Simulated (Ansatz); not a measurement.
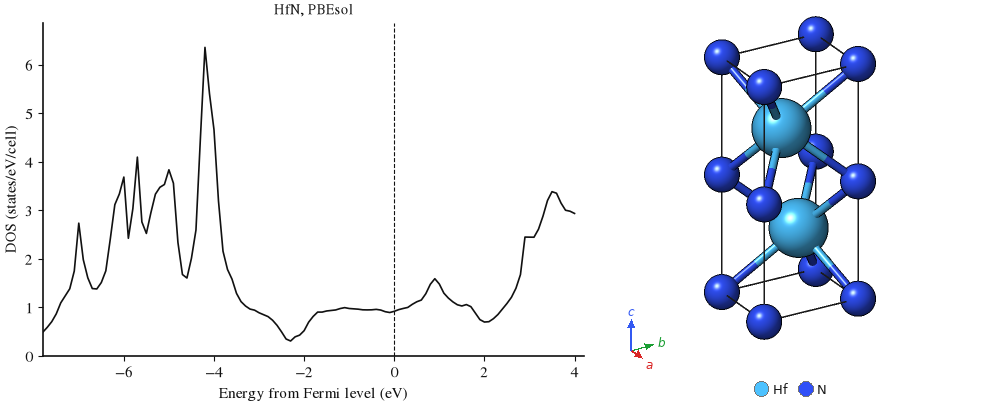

Density of states, beside the structure. Energies are counted from the Fermi level.

Calculation on NiAs-type HfN, space group P6_3/mmc (No. 194), 4 atoms in the cell; a = 3.134 Å, c = 5.417 Å (hexagonal axes).

Level of theory: PBEsol, Ansatz PAW, no spin polarisation, no spin-orbit coupling, 8×8×4 k mesh in the self-consistent step, 420 eV cutoff, Fermi-Dirac smearing of 0.05 eV; code Ansatz.

**What is the density of states at the Fermi level?**

It is a metal. The density of states at the Fermi level is about 0.93 per eV and cell (mean within 0.25 eV), or 0.23 per atom.

The density of states comes from the program's own step for it, whose mesh and broadening can differ from those of the self-consistent step. Spin-orbit coupling is left out, which matters for Hf. The PAW data sets were made with another functional. The k mesh is thin for a metal, so its Fermi level is uncertain. The usual form of HfN is rocksalt. The k mesh is thin for a density of states, so fine features aren't converged.
